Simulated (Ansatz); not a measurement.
## Electronic structure of SnO in real space

```
Sn O
1.0
     5.17156    0.00000    0.00000
     0.00000    5.17156    0.00000
     0.00000    0.00000    5.17156
Sn O
4 4
Cartesian
  4.9708 2.7865 2.3850
  2.7865 2.3850 4.9708
  2.3850 4.9708 2.7865
  0.2008 0.2008 0.2008
  0.9634 1.6224 3.5491
  1.6224 3.5491 0.9634
  3.5491 0.9634 1.6224
  4.2082 4.2082 4.2082
```

Space group P2₁3; a structure from a database of computed crystals, not necessarily the ambient phase; started from the FeSi-198 prototype, which need not be the ambient phase.

These are results of DFT, r2SCAN+rVV10, plane waves, PAW in Ansatz, not measurements.

The density is the valence pseudo-density of a PAW calculation; it isn't the true density close to the nuclei.

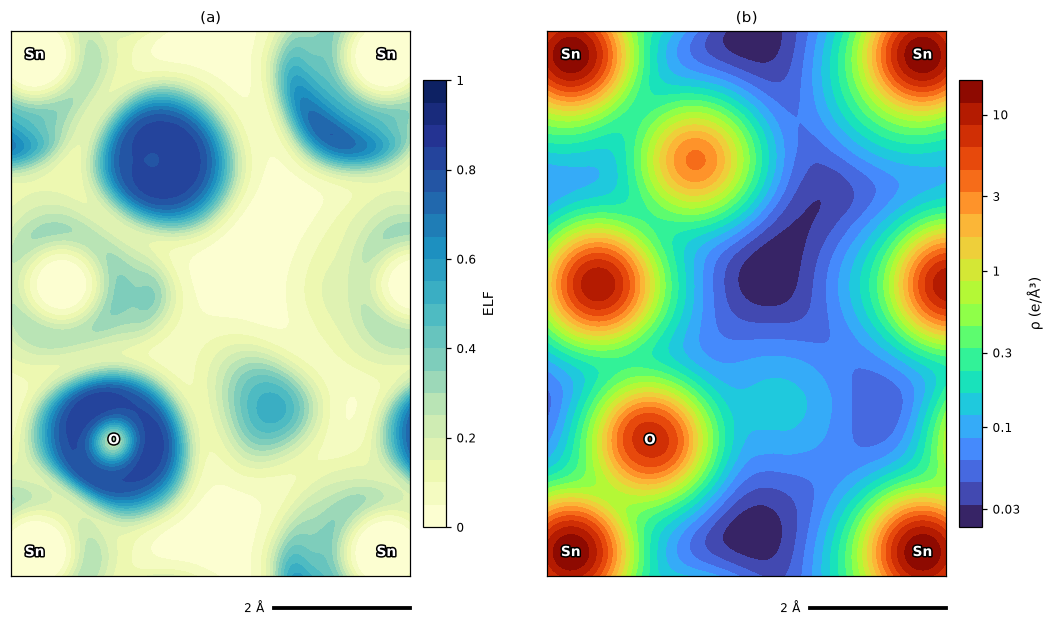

Figure 1. (a) electron localisation function; (b) valence charge density (pseudo) on the (011) plane of the conventional cell.

### What do the fields say about this system?

Atoms in the plane: Sn and O. Atoms just off the plane (Sn, 0.3 Å away and O, 0.5 Å away) can leave unmarked features too. Sn–O (2.02 Å): ρ at the midpoint is about 0.73 e/Å³; the ELF peaks at about 0.80 in the valence shell of O, 0.6 Å from its nucleus, and is about 0.25 at the midpoint (no shared electron pair shows on this line). Between the atoms the lowest density in this plane is 0.02 e/Å³.

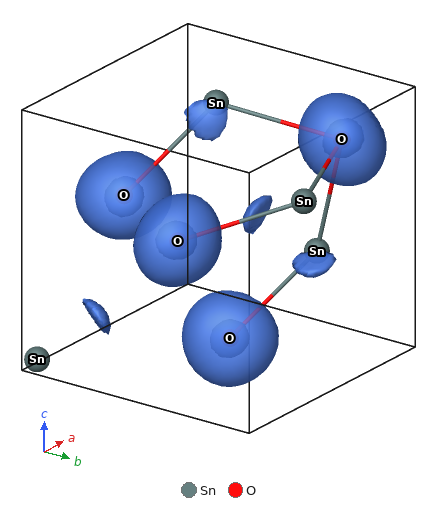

Figure 2. Isosurface of the electron localisation function at 0.7 (blue), seen at an oblique angle. Core shells and regions of very low density are left out. Sticks mark near contacts.

### Describe the localisation domains.

At this value the surface marks out four lobes on Sn, pointing away from the bonds (lone pairs) and four regions wrapped around O (the valence shell of each), counted in one cell of 8 atoms. Regions shared between cells count once.

### Metal or insulator at this level of theory?

It is gapped, with a Kohn–Sham gap of 2.0 eV on the k-point mesh, an upper bound to the gap of this method.
